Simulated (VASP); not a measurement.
```xyz
2
Lattice="3.3003 0.0000 0.0000 -1.6501 2.8581 0.0000 0.0000 0.0000 2.9986" Properties=species:S:1:pos:R:3 pbc="T T T"
Ca    1.6502    0.9527    0.0000
O     0.0000    1.9054    1.4993
```

Space group P-6m2; a structure from a database of computed crystals, not necessarily the ambient phase; a generated structure, not necessarily the stable one.

Method: VASP, Kohn-Sham DFT of a periodic cell, PBE, VASP PAW PBE potentials, recommended.

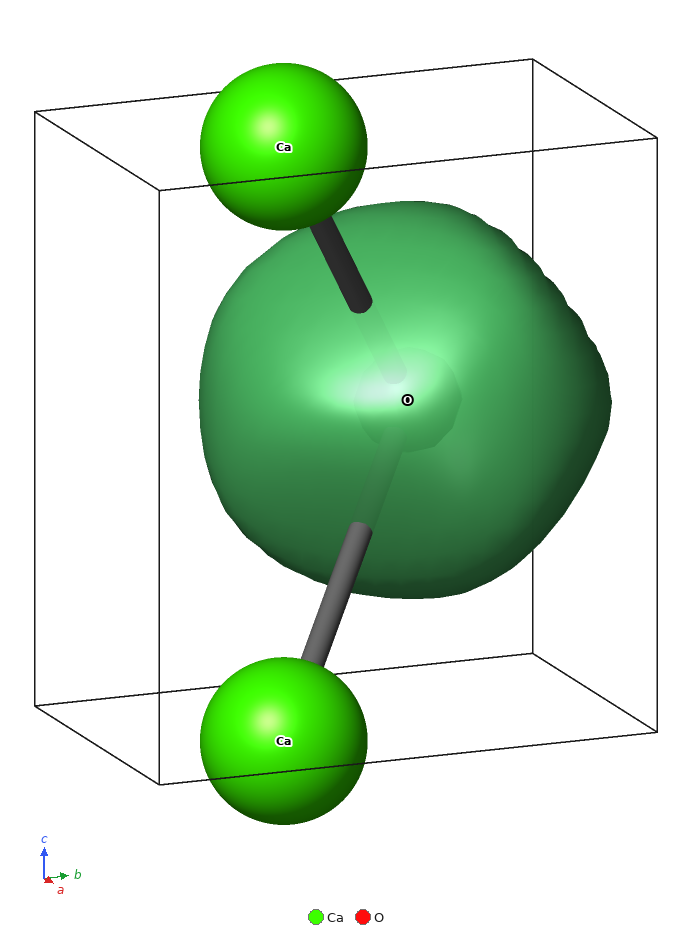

CaO. Isosurface of the ELF at 0.6 (green), seen slightly off an axis. Core shells and regions of very low density are left out. Sticks mark near contacts.

In a PAW calculation such maps are meaningful between the atoms, not at the nuclei.

What do the ELF domains correspond to?

Answer. The ELF exceeds this value in one region wrapped around O (its valence shell), counted in one cell of 2 atoms. Regions shared between cells count once. Along the contacts the grid gives the following. Ca–O (2.42 Å): the ELF is about 0.10 at the midpoint: an ionic contact with no shared pair.

Does the calculation give a band gap?

Answer. It is gapped, with a Kohn–Sham gap of 3.3 eV on the k-point mesh, an upper bound to the gap of this method.
